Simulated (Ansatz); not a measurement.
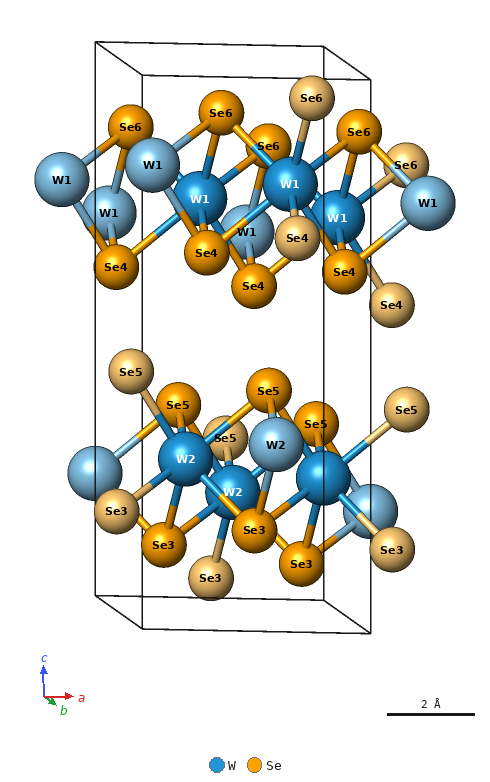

Figure 1. The structure as given in the input (ball-and-stick view of the cell 2 times as large as that of the calculation, set on its symmetry axes, seen at an oblique angle; neighbours outside the cell are drawn fainter; atoms are numbered from 1 in the order of the input). An atom can appear more than once, as a periodic image.

# What a change does: single-point calculation on WSe₂

System: WSe₂ (C2/m, 6 atoms in the cell).
Method of the first run: DFT, PBEsol, plane waves, PAW, no spin polarisation (Ansatz 0.2.0).

The structure derives from an entry of the Crystallography Open Database. Text and figures count atoms from 1; the logs count them from 0 in places.

### The input, the first run
```yaml
crystal:
  lattice:
    - [-3.2711504052, 0.0, 0.0]
    - [-1.6355752026, -2.8328993505, 0.0]
    - [-1.2266814019, -0.7082248376, 13.2206689562]
  atoms:
    - { symbol: W, position: [0.1458333333, 0.1458333333, 0.75] }
    - { symbol: W, position: [0.6041666667, 0.6041666667, 0.25] }
    - { symbol: Se, position: [0.3024867881, 0.3024867881, 0.1233861811] }
    - { symbol: Se, position: [0.5108201214, 0.5108201214, 0.6233861811] }
    - { symbol: Se, position: [0.2391798786, 0.2391798786, 0.3766138189] }
    - { symbol: Se, position: [0.4475132119, 0.4475132119, 0.8766138189] }
basis:
  ecutwfc: 420
kpoints:
  mp_grid: { grid: [9, 9, 2] }
hamiltonian:
  xc: pbesol
scf:
  occupations: { method: gaussian, width: 0.05 }
  mixing: { algorithm: anderson, beta: 0.5 }
output:
  forces: true
  eigenvalues: true
  stress: true
```

Launched with:
```bash
ansatz run input.yaml --threads 2 --pin off --max-ram 5120MiB --backend cpu --events-out ev --progress --plain --runs-dir out
```

Hardware: 2 threads of AMD EPYC (Zen 3), 64 GiB of memory available, shared host.

### Output, shortened to warnings, some set-up lines, iterations and results (the first run)
```
Basis set: ecut = 420 eV, 2445 PW (Γ), exchange–correlation on 48×48×180 points (8 copies of the dense FFT grid, shifted against one another)
Symmetry: 4 space group operations
k-points: 50 of 162
Initial density: superposition of atomic densities (neutral atoms: chi_scale 0, normalization atom), corrected by the library's trained network
[...]
SCF iter   1: F=—  HF=-42213.421088 eV  |F-HF|=—  |Δ(HF+E_count)|=         —  Δρ=5.01e-3  dr2=2.73e-2  ethr=1.77e-3  ⟨swp⟩=6.4  Hψ=10281  notcnv=0  defer=1
SCF iter   2: F=—  HF=-42213.423003 eV  |F-HF|=—  |Δ(HF+E_count)|=   1.91e-3  Δρ=2.74e-3  dr2=3.29e-3  ethr=2.96e-5  ⟨swp⟩=2.2  Hψ=4597  notcnv=0  defer=86  κ⁻¹=1.0e0(r=1)
SCF iter   3: F=—  HF=-42213.424514 eV  |F-HF|=—  |Δ(HF+E_count)|=   1.51e-3  Δρ=1.57e-3  dr2=1.09e-3  ethr=3.58e-6  ⟨swp⟩=2.2  Hψ=3516  notcnv=0  defer=46  κ⁻¹=4.9e-2(r=2)
SCF iter   4: F=—  HF=-42213.425428 eV  |F-HF|=—  |Δ(HF+E_count)|=   9.14e-4  Δρ=1.55e-4  dr2=2.81e-5  ethr=1.18e-6  ⟨swp⟩=2.0  Hψ=3514  notcnv=0  defer=46  κ⁻¹=7.0e-5(r=3)
SCF iter   5: F=—  HF=-42213.425453 eV  |F-HF|=—  |Δ(HF+E_count)|=   2.53e-5  Δρ=4.27e-5  dr2=3.35e-6  ethr=3.05e-8  ⟨swp⟩=2.0  Hψ=4941  notcnv=0  defer=46  κ⁻¹=2.0e-5(r=4)
SCF iter   6: F=—  HF=-42213.425452 eV  |F-HF|=—  |Δ(HF+E_count)|=   1.37e-6  Δρ=2.69e-5  dr2=7.73e-7  ethr=3.64e-9  ⟨swp⟩=2.0  Hψ=4879  notcnv=0  defer=46  κ⁻¹=1.1e-5(r=5)
SCF iter   7: F=—  HF=-42213.425452 eV  |F-HF|=—  |Δ(HF+E_count)|=   5.94e-7  Δρ=9.28e-6  dr2=1.69e-7  ethr=8.40e-10  ⟨swp⟩=2.0  Hψ=4952  notcnv=0  defer=46  κ⁻¹=5.5e-7(r=6)
SCF iter   8: F=-42213.425453 eV  HF=-42213.425453 eV  |F-HF|=8.15e-10  |Δ(HF+E_count)|=   1.08e-7  Δρ=3.24e-6  dr2=1.24e-8  ethr=1.09e-10  ⟨swp⟩=8.1  Hψ=10568  notcnv=0
SCF 1 converged in 8 iterations: F = -42213.425453 eV  dr2 = 1.24e-8
SCF converged after 8 iterations
Stability not checked: this state was not tested for a lower state beside it, because the mixer in use, unlike msr1, does not test its closes by its own steps (another_mixer; see scf.mixing.algorithm and scf.lower_state_search)
Free energy (F): -42213.425453 eV
Harris-Foulkes:  -42213.425453 eV  (|F-HF|=8.15e-10)
Internal energy: -42213.425453 eV  (E = F + TS)
E sigma→0 (E₀):  -42213.425453 eV
Fermi energy:    13.183962 eV
--- Per-component energies (eV) ---
  E_band       = -1708.396633
  E_kinetic    = 1380.714704
  E_local      = -11768.025519  (includes V_loc(G=0)·N_el)
  E_nonlocal   = -2362.040176
  E_hartree    = 5649.638833
  E_xc         = -946.550158
  E_vxc        = -873.323425  (∫ρ·V_xc dr)
  E_paw        = -24344.546285  (= ΣΔE_a)
  E_vpaw       = 614.998020  (= ΣTr[D̂ρ^β])
  E_aug_tail   = -0.002552  (compensation charges beyond the density's cutoff)
  E_ewald      = -9827.091685
  E_core_change = 4.477386  (= ΣΔE_core)
  E_smearing   = -0.000000  (= −TS)
  E_closure    = 0.000000  (closes the sum)
  Σ components = -42213.425453   (vs F -42213.425453, Δ=0.00e0)
--- Forces (eV/Å), atoms counted from 1 ---
  atom   1  W     -0.02710546    -0.01564935    -0.04924928
  atom   2  W      0.02710546     0.01564935     0.04924928
  atom   3  Se     0.05110130     0.02950335     0.26887825
  atom   4  Se     0.00194887     0.00112518    -0.00953851
  atom   5  Se    -0.00194887    -0.00112518     0.00953851
  atom   6  Se    -0.05110130    -0.02950335    -0.26887825
  max |Σ_I F_I| component: 1.39e-17 eV/Å
--- Stress (GPa, compression-positive) ---
        0.089333      -0.028208       0.420548
       -0.028208       0.121905       0.242804
        0.420549       0.242804       1.695374
  P = ⅓ Tr σ = 0.6355 GPa (6.355 kbar)
```

For the second run the input was changed thus:
```diff
-  mixing: { algorithm: anderson, beta: 0.5 }
```

How does the second run compare with the first run?

Both reach the same energy, so the change doesn't alter the result. The SCF takes 7 iterations against 8.

### Output, shortened to warnings, some set-up lines, iterations and results (the second run)
```
Basis set: ecut = 420 eV, 2445 PW (Γ), exchange–correlation on 48×48×180 points (8 copies of the dense FFT grid, shifted against one another)
Symmetry: 4 space group operations
k-points: 50 of 162
Initial density: superposition of atomic densities (neutral atoms: chi_scale 0, normalization atom), corrected by the library's trained network
[...]
SCF iter   1: F=—  HF=-42213.421088 eV  |F-HF|=—  |Δ(HF+E_count)|=         —  Δρ=5.01e-3  dr2=2.73e-2  ethr=1.77e-3  ⟨swp⟩=6.4  Hψ=10281  notcnv=0  defer=1
SCF iter   2: F=—  HF=-42213.423003 eV  |F-HF|=—  |Δ(HF+E_count)|=   1.91e-3  Δρ=2.74e-3  dr2=3.29e-3  ethr=2.96e-5  ⟨swp⟩=2.2  Hψ=4597  notcnv=0  defer=86
SCF iter   3: F=—  HF=-42213.424644 eV  |F-HF|=—  |Δ(HF+E_count)|=   1.64e-3  Δρ=1.45e-3  dr2=9.89e-4  ethr=3.58e-6  ⟨swp⟩=2.6  Hψ=3817  notcnv=0  defer=46
SCF iter   4: F=—  HF=-42213.425436 eV  |F-HF|=—  |Δ(HF+E_count)|=   7.93e-4  Δρ=1.03e-4  dr2=1.89e-5  ethr=1.08e-6  ⟨swp⟩=2.0  Hψ=3496  notcnv=0  defer=46
SCF iter   5: F=—  HF=-42213.425451 eV  |F-HF|=—  |Δ(HF+E_count)|=   1.49e-5  Δρ=2.64e-5  dr2=1.06e-6  ethr=2.06e-8  ⟨swp⟩=2.0  Hψ=3580  notcnv=0  defer=46
SCF iter   6: F=—  HF=-42213.425452 eV  |F-HF|=—  |Δ(HF+E_count)|=   1.06e-6  Δρ=9.61e-6  dr2=1.62e-7  ethr=1.09e-10  ⟨swp⟩=9.1  Hψ=12707  notcnv=0
SCF iter   7: F=-42213.425452 eV  HF=-42213.425453 eV  |F-HF|=7.17e-8  |Δ(HF+E_count)|=   1.87e-7  Δρ=3.53e-6  dr2=5.52e-8  ethr=1.09e-10  ⟨swp⟩=5.2  Hψ=10350  notcnv=0
SCF 1 converged in 7 iterations: F = -42213.425452 eV  dr2 = 5.52e-8
SCF converged after 7 iterations
Free energy (F): -42213.425452 eV
Harris-Foulkes:  -42213.425453 eV  (|F-HF|=7.17e-8)
Internal energy: -42213.425452 eV  (E = F + TS)
E sigma→0 (E₀):  -42213.425452 eV
Fermi energy:    13.183959 eV
--- Per-component energies (eV) ---
  E_band       = -1708.403864
  E_kinetic    = 1380.715244
  E_local      = -11768.028316  (includes V_loc(G=0)·N_el)
  E_nonlocal   = -2362.044747
  E_hartree    = 5649.641146
  E_xc         = -946.550348
  E_vxc        = -873.323621  (∫ρ·V_xc dr)
  E_paw        = -24344.541581  (= ΣΔE_a)
  E_vpaw       = 614.995930  (= ΣTr[D̂ρ^β])
  E_aug_tail   = -0.002552  (compensation charges beyond the density's cutoff)
  E_ewald      = -9827.091685
  E_core_change = 4.477386  (= ΣΔE_core)
  E_smearing   = -0.000000  (= −TS)
  E_closure    = 0.000000  (closes the sum)
  Σ components = -42213.425452   (vs F -42213.425452, Δ=0.00e0)
--- Forces (eV/Å), atoms counted from 1 ---
  atom   1  W     -0.02710561    -0.01564943    -0.04935812
  atom   2  W      0.02710561     0.01564943     0.04935812
  atom   3  Se     0.05110061     0.02950295     0.26886893
  atom   4  Se     0.00194888     0.00112519    -0.00949044
  atom   5  Se    -0.00194888    -0.00112519     0.00949044
  atom   6  Se    -0.05110061    -0.02950295    -0.26886893
  max |Σ_I F_I| component: 5.55e-17 eV/Å
--- Stress (GPa, compression-positive) ---
        0.089240      -0.028209       0.420549
       -0.028209       0.121813       0.242804
        0.420549       0.242804       1.695259
  P = ⅓ Tr σ = 0.6354 GPa (6.354 kbar)
```

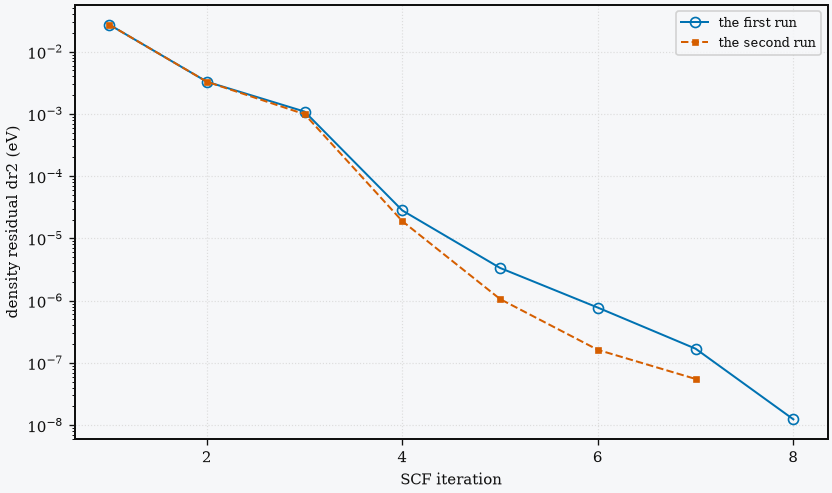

Figure 2. Convergence of the two runs: density residual dr2 against the SCF iteration. The first run takes 8 iterations in all, and the second run takes 7.

### The two runs side by side

| quantity | the first run | the second run |
| --- | --- | --- |
| outcome | converged | converged |
| free energy per atom (eV) | −7035.5709 | −7035.5709 |
| gap on the mesh (eV) | 1.07 | 1.07 |
| pressure (GPa) | 0.64 | 0.64 |
| largest force (eV/Å) | 0.275 | 0.275 |
| SCF iterations | 8 | 7 |
| irreducible k-points | 50 | 50 |
| plane waves at Γ | 2445 | 2445 |
| wall time (shared host) | 9.3 s | 10 s |

For both runs: Spin–orbit coupling is left out, which matters for W.
